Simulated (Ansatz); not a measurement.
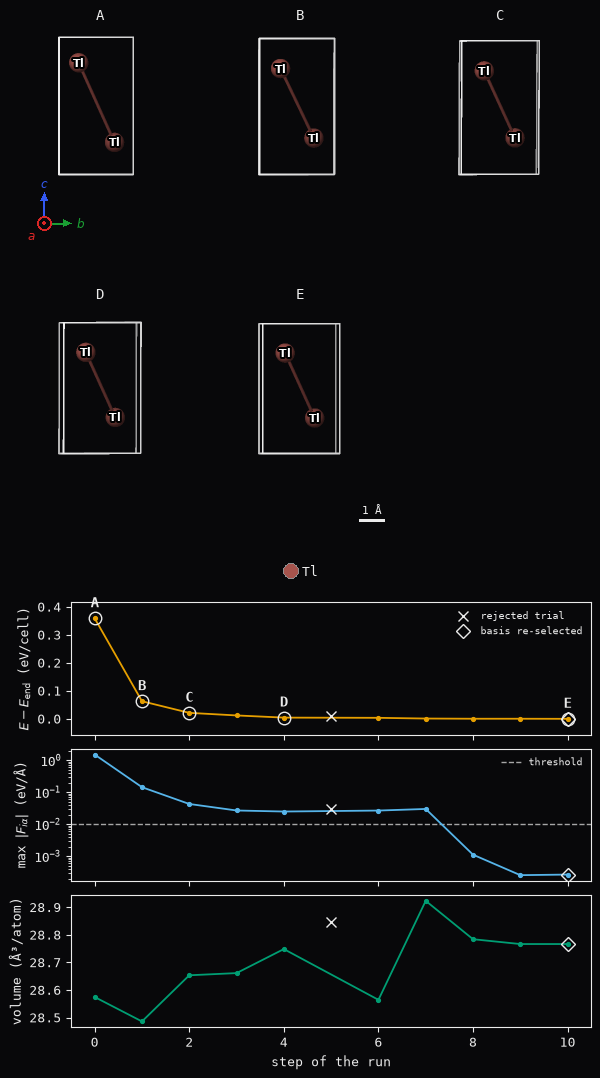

Frames of a relaxation of solid Tl (set up in P-1), marked on the history of the run. The picture is a ball-and-stick view of the cell of the calculation, seen along the a axis.

Case: atoms shaken by about 0.25 Å, then relaxed with the cell, LAPW in place of PAW files.

Theory: DFT, PBEsol, all-electron LAPW, scalar-relativistic (Ansatz).

Input
```yaml
crystal:
  lattice:
    - [3.456, 0.0, 0.0]
    - [-1.728, 2.9929837955, 0.0]
    - [0.0, 0.0, 5.525]
  atoms:
    - { symbol: Tl, position: [0.3513982333, 0.7467358067, 0.23378482] }
    - { symbol: Tl, position: [0.6997574067, 0.2654217733, 0.81338857] }
kpoints:
  mp_grid: { grid: [7, 7, 4] }
scf:
  occupations: { method: fermi_dirac, width: 0.05 }
hamiltonian:
  xc: pbesol
  pseudopotentials: { kind: all_electron, lapw: { basis_error: 0.001 } }
output:
  forces: true
  stress: true
relax:
  f_tol: 0.01
  max_steps: 80
  cell: {}
```

Run as
```bash
ansatz run input.yaml --threads 1 --pin off --max-ram 2048MiB --backend cpu --events-out ev --progress --plain --runs-dir out
```

Question: What happens along the run?

Answer: The energy falls by 0.359 eV per cell of the calculation in 8 accepted moves (10 points after the start). Largest force component: 1.5 eV/Å at the start, 0.00027 eV/Å at the end. Pressure: 3.73 GPa at the start and 0.01 GPa at the end. The line search rejected the trial step at point 5 of the run. The SCF was repeated once at an unchanged geometry on a basis and grid sized afresh for the cell, which shifted the energy by 0.3 meV per cell of the calculation at most. The largest moves relative to the cell, 0.24 Å, are those of Tl1 and Tl2. Tl1 goes along [−2 −3 3]. The volume changes by +0.7 %, with a = b 3.456 → 3.483 Å (+0.8 %), c 5.525 → 5.223 Å (−5.5 %), γ 120.0° → 114.8°. Near-neighbour distances that change, for instance: Tl1–Tl2 4.059 → 3.528 Å, Tl1–Tl2 (another image) 3.788 → 3.265 Å, Tl1–Tl2 (another image) 2.811 → 3.264 Å, Tl1–Tl2 (another image) 3.572 → 3.265 Å. The space group (tolerance 0.01 Å) goes from P-1 (No. 2) to Cmcm (No. 63). The run took about 6 core-minutes on a shared host. From step 0 to 1: Tl atoms move most (0.19 Å), volume −0.3 %, energy −0.296 eV per cell of the calculation. From step 1 to 2: Tl atoms move most (0.06 Å), volume +0.6 %, energy −41.5 meV per cell of the calculation. From step 2 to 4: Tl atoms move most (0.06 Å), volume +0.3 %, energy −17.0 meV per cell of the calculation. From step 4 to 10: energy −4.3 meV per cell of the calculation.

| step | E − E(0), meV/atom | largest force component, eV/Å | pressure, GPa | volume, Å³/atom | note |
| --- | --- | --- | --- | --- | --- |
| 0 | 0.00 | 1.5106 | 3.73 | 28.575 |  |
| 1 | -148.12 | 0.1441 | 0.59 | 28.486 |  |
| 2 | -168.87 | 0.0430 | 0.14 | 28.653 |  |
| 3 | -173.47 | 0.0269 | 0.07 | 28.661 |  |
| 4 | -177.39 | 0.0250 | -0.03 | 28.748 |  |
| 5 | -174.93 | 0.0295 | 0.04 | 28.848 | rejected |
| 6 | -177.75 | 0.0268 | 0.34 | 28.564 |  |
| 7 | -179.03 | 0.0301 | -0.18 | 28.923 |  |
| 8 | -179.38 | 0.0011 | -0.01 | 28.784 |  |
| 9 | -179.39 | 0.0003 | 0.01 | 28.767 |  |
| 10 | -179.54 | 0.0003 | 0.01 | 28.767 | same geometry, new basis |
